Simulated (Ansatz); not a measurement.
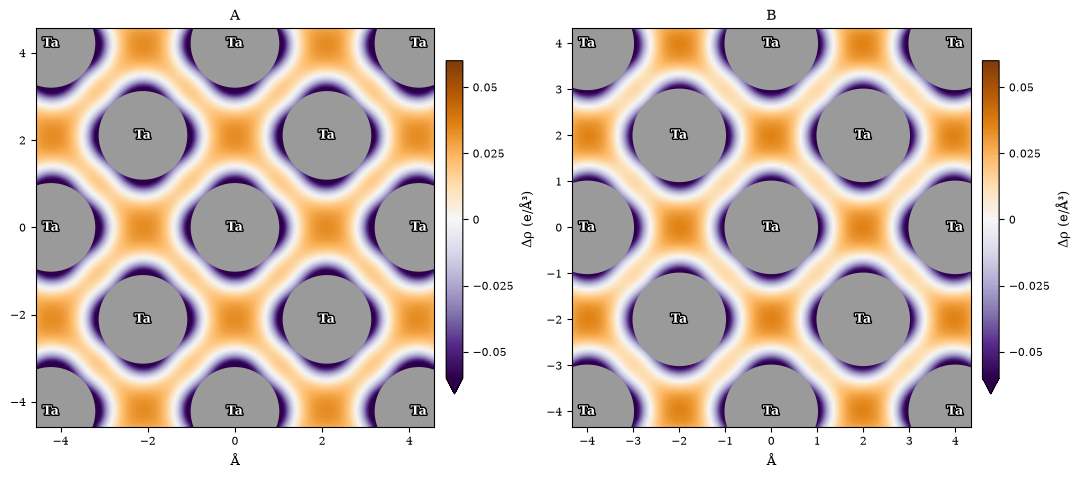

Ta: deformation density on the (100) plane of the conventional cell at two volumes, with the same fractional coordinates and one colour scale. Grey discs cover the cores.

Space group Fm-3m. This isn't the usual form at ambient conditions.

Theory: DFT PBE, scalar-relativistic, plane waves, PAW (Ansatz).

> Which panel is the larger cell, by how much, and what changes?

A is the larger cell: B has 85 % of the volume of A.
From A to B, Ta–Ta goes from 2.98 to 2.83 Å, and Δρ at its midpoint from +0.018 to +0.014 e/Å³.
The pressure is 0 GPa in A and 42 GPa in B.
The rearranged charge is 0.29 e an atom in A and 0.24 e in B.

Run times: 2.6 s (base cell) and 3.5 s (scaled cell), on 2 threads of Intel(R) Xeon(R) 6975P-C (Granite Rapids), on a shared host.
